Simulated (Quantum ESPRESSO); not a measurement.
**A series of single points on HfN**

System: HfN (Fm-3m, 2 atoms in the cell).
Method: Kohn-Sham DFT of a periodic cell, PBEsol with rVV10, PseudoDojo 0.4.1 SR PBEsol standard, no spin polarisation (Quantum ESPRESSO 7.5).

The 7 runs differ only in the geometry, by an even scaling of the cell at fixed fractional positions. The structure derives from an entry of the Crystallography Open Database.

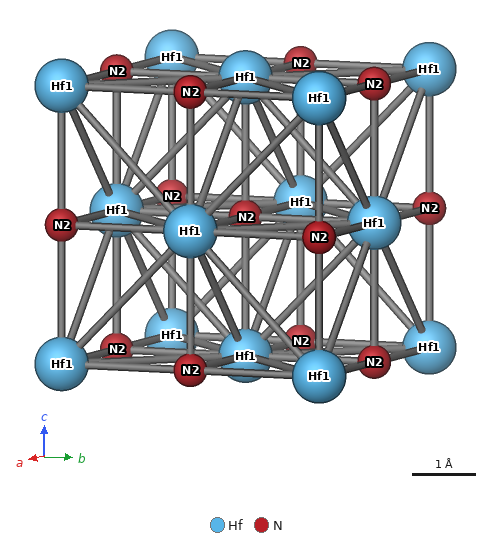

Figure 1. The structure of run 4 (ball-and-stick view of the cell 4 times as large as that of the calculation, set on its symmetry axes, seen slightly off an axis; atoms are numbered from 1 in the order of the input).

**Input of run 4**
```
&CONTROL
  calculation = 'scf'
  prefix = 'pwscf'
  outdir = './tmp'
  pseudo_dir = './pseudo'
  tprnfor = .true.
  tstress = .true.
  disk_io = 'nowf'
/
&SYSTEM
  ibrav = 0
  nat = 2
  ntyp = 2
  ecutwfc = 84
  nbnd = 15
  input_dft = 'sla+pw+psx+psc+vv10'
  occupations = 'smearing'
  smearing = 'fd'
  degauss = 0.00367493
/
&ELECTRONS
  conv_thr = 4d-10
  electron_maxstep = 120
  mixing_beta = 0.5
/
ATOMIC_SPECIES
Hf   178.4900 Hf.upf
N     14.0070 N.upf
CELL_PARAMETERS angstrom
   0.0000000000    2.2560000000    2.2560000000
   2.2560000000    0.0000000000    2.2560000000
   2.2560000000    2.2560000000    0.0000000000
ATOMIC_POSITIONS crystal
Hf     0.0000000000    0.0000000000    0.0000000000
N      0.5000000000    0.5000000000    0.5000000000
K_POINTS automatic
10 10 10 0 0 0
```

Command:
```bash
OMP_NUM_THREADS=1 pw.x -in pw.in > pw.out
```

Run 6 differs from it as follows:
```diff
-   0.0000000000    2.2560000000    2.2560000000
-   2.2560000000    0.0000000000    2.2560000000
-   2.2560000000    2.2560000000    0.0000000000
+   0.0000000000    2.2856876150    2.2856876150
+   2.2856876150    0.0000000000    2.2856876150
+   2.2856876150    2.2856876150    0.0000000000
```

**Results, with one run withheld**

| run | volume per atom (Å³) | free energy per atom, from the lowest run given (meV) | pressure (GPa) |
| --- | --- | --- | --- |
| 1 | 10.793 | 15.37 | 12.30 |
| 2 | 11.023 | 2.88 | 5.23 |
| 3 | 11.252 | 0.00 | −1.12 |
| 4 | 11.482 | 5.74 | −6.81 |
| 5 | 11.712 | 19.22 | −11.92 |
| 6 | 11.941 | ? | ? |
| 7 | 12.171 | 66.28 | −20.62 |

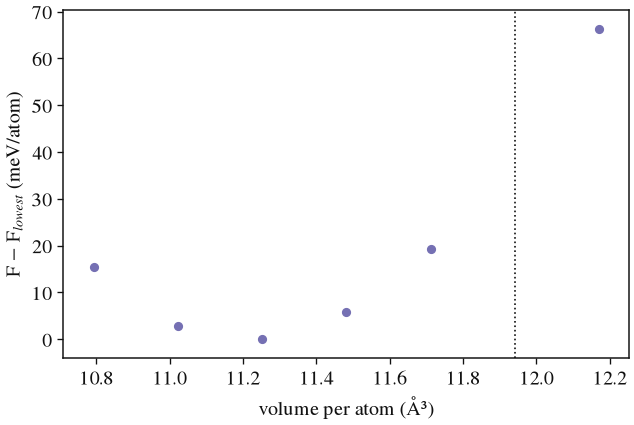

Figure 2. Free energy per atom of the runs given; the dotted line marks run 6.

Fit the runs given and predict run 6.

A cubic polynomial in V^(−2/3) (the Birch–Murnaghan form), fitted to the 6 runs given, misses them by at most 0.01 meV per atom. With x = V^(−2/3) − 0.19753 Å⁻², it reads F = 2.4834 − 2484.1 x + 5.8779e+05 x² + 3.6998e+05 x³ (meV per atom). At run 6 it gives 39.58 meV per atom, and the run itself gives 39.64. The slope of the fit gives a pressure −dF/dV of −16.49 GPa there, and the run prints −16.51 GPa. The fit has its minimum at 11.211 Å³ per atom, where V d²F/dV² gives 299 GPa: the bulk modulus at this level, since symmetry fixes the shape and the positions.

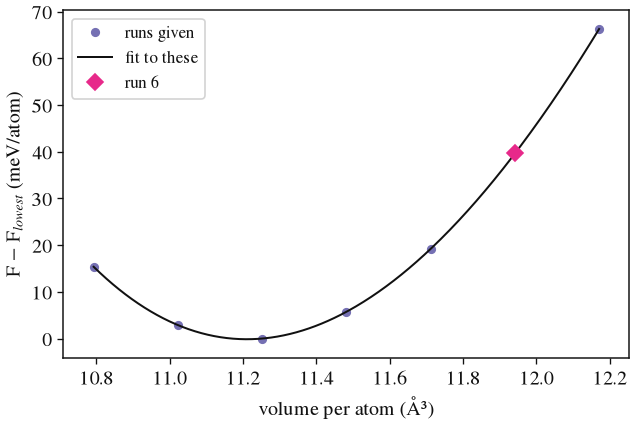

Figure 3. The fit and the withheld run.

**Some lines of the output (run 6)**
```
[...]
     total energy              =    -133.42234973 Ry
     total energy              =    -133.56210099 Ry
     total energy              =    -133.60702289 Ry
     total energy              =    -133.60746252 Ry
     total energy              =    -133.60746559 Ry
     total energy              =    -133.60747560 Ry
     total energy              =    -133.60747627 Ry
     total energy              =    -133.60747649 Ry
     total energy              =    -133.60747656 Ry
     the Fermi energy is    17.8840 ev
!    total energy              =    -133.60747656 Ry
     The total energy is F=E-TS. E is the sum of the following terms:
     Computing stress (Cartesian axis) and pressure
          total   stress  (Ry/bohr**3)                   (kbar)     P=     -165.05
```

Notes: The record of the run, not the program, notes: rVV10 parameter b fitted to another functional. Points of doubt noted for this run: rvv10 parameter b fitted to another functional. Spin–orbit coupling is left out, which matters for Hf. The cell holds an odd number of electrons but the run has no spin polarisation, so it comes out as a metal.
